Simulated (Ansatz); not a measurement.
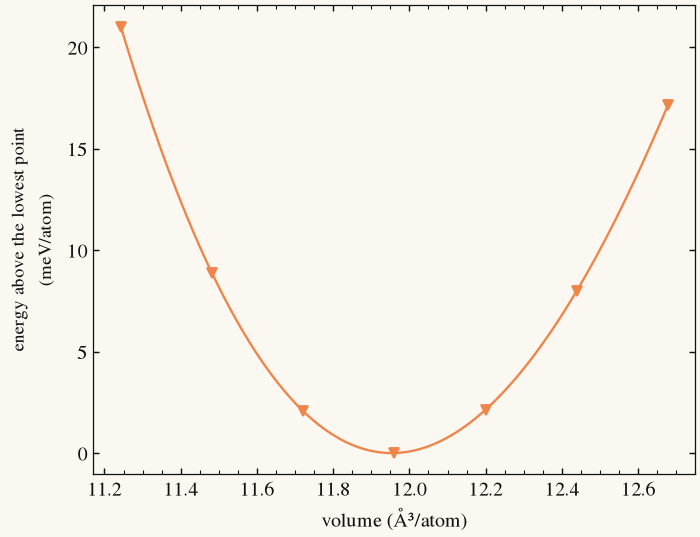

The plot gives the computed energy above the lowest point against volume.

Computed with Ansatz 0.2.0 development build: equation of state of a cubic crystal from periodic Kohn-Sham density functional theory without spin, third-order Birch-Murnaghan fit to the free energies; pressure corrected for the finite basis. Level: PBE.

**For which of these solids was it computed?**
A. Cu, Fm-3m (No. 225)
B. Zn, Pm-3m (No. 221)
C. Ge, Fm-3m (No. 225)

A, Cu: energy above the lowest point from 0.0 meV/atom to 21.0 meV/atom, V0 11.95 Å³/atom, B0 141 GPa. The others give: Zn, energy above the lowest point from 0.0 meV/atom to 10.5 meV/atom, V0 18.18 Å³/atom, B0 48.2 GPa; Ge, energy above the lowest point from 0.0 meV/atom to 14.1 meV/atom, V0 19.56 Å³/atom, B0 63 GPa.

For Ge, limits of the calculation: cubic model structure, not the ambient form.

For Zn, limits of the calculation: cubic model structure, not the ambient form; modest k-mesh, values are not fully converged in k.
